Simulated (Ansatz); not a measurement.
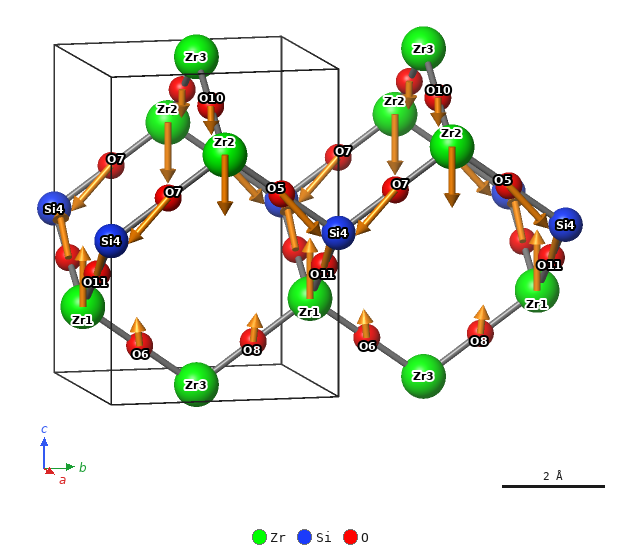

This is a relaxation of crystalline Zr3SiO8 (a generated structure, set up in P-4m2) (coarse preliminary run). The starting structure is drawn; orange arrows show the displacements (the part carried along by the change of the cell is left out), magnified 5 times.

A ball-and-stick model of the cell of the calculation, repeated 1 × 2 × 1 with one cell outlined, seen slightly off an axis.

The calculation used DFT PBE, scalar-relativistic, plane waves, PAW in Ansatz 0.2.0.

Input file:
```yaml
crystal:
  lattice:
    - [4.60875121, 0.0, 0.0]
    - [0.0, 4.60875121, 0.0]
    - [0.0, 0.0, 6.51775847]
  atoms:
    - { symbol: Zr, position: [0.5, 0.0, 0.25] }
    - { symbol: Zr, position: [0.0, 0.5, 0.75] }
    - { symbol: Zr, position: [0.5, 0.5, 0.0] }
    - { symbol: Si, position: [0.0, 0.0, 0.5] }
    - { symbol: O, position: [0.0, 0.75, 0.625] }
    - { symbol: O, position: [0.5, 0.25, 0.125] }
    - { symbol: O, position: [0.0, 0.25, 0.625] }
    - { symbol: O, position: [0.5, 0.75, 0.125] }
    - { symbol: O, position: [0.25, 0.0, 0.375] }
    - { symbol: O, position: [0.75, 0.5, 0.875] }
    - { symbol: O, position: [0.75, 0.0, 0.375] }
    - { symbol: O, position: [0.25, 0.5, 0.875] }
basis:
  ecutwfc: 420
kpoints:
  mp_grid: { grid: [4, 4, 4] }
hamiltonian:
  xc: pbe
scf:
  occupations: { method: gaussian, width: 0.1 }
  lower_state_search: "off"
output:
  forces: true
  stress: true
  eigenvalues: true
relax:
  adjacent_minimum: "off"
  f_tol: 0.04
  max_steps: 70
  cell: { stress_tol: 0.4 }
```

Launched with:
```bash
ansatz run input.yaml --threads 1 --pin off --max-ram 2560MiB --backend cpu --events-out ev --progress --plain --runs-dir out
```

Describe the change and its energy.

Answer. The largest moves relative to the cell, 0.24 Å, are those of Zr1 and Zr2. Zr2 goes along −c. Largest moves by element: Zr 0.24 Å, O 0.24 Å. Si stays in place. The volume changes by +135.4 %, with a = b 4.609 → 6.112 Å (+32.6 %), c 6.518 → 8.722 Å (+33.8 %). Some distances before and after: Zr1–Zr3 2.822 → 3.901 Å, Zr1–Si4 2.822 → 3.618 Å, Zr1–O11 1.411 → 1.976 Å, Zr3–O10 1.411 → 1.956 Å. Bonds break: Zr1–Zr3 (2.82 → 3.90 Å), Zr2–Zr3 (2.82 → 3.90 Å). Bond angles that change, for instance: O5–Zr2–O7 109.5° → 117.6°, O10–Zr2–O12 109.5° → 102.4°, O6–Zr3–O8 109.5° → 103.9°. The space group stays P-4m2 (No. 115). Over 16 accepted moves (19 points after the start) the energy falls by 10493 meV per atom. The largest force component goes from 31 to 0.017 eV/Å. The pressure goes from 383.87 to 0.12 GPa. The SCF was repeated 3 times at an unchanged geometry on a basis and grid sized afresh for the cell, which shifted the energy by 704 meV per atom at most.
